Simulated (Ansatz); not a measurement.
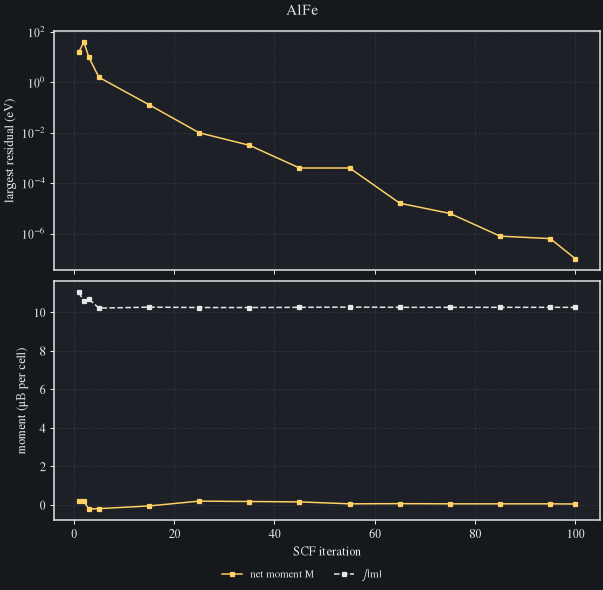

Plot: SCF iterations of a calculation: largest residual, magnetic moments. AlFe (P1, 8 atoms in the cell); DFT, PBE, norm-conserving potentials, plane waves, scalar-relativistic in Ansatz; cutoff 1224.51 eV, 1×1×1 k-mesh, Fermi–Dirac smearing of 0.1 eV, collinear spins. Setting under test: default search for lower states. Only some iterations were kept.

Not converged after 100 iterations. The residual is still falling at the last step (down to 10⁻⁷). The residual starts near 20 and ends near 10⁻⁷ eV. The net moment goes from 0.19 to 0.05 μB per cell, though in an unconverged run this needn't be final.
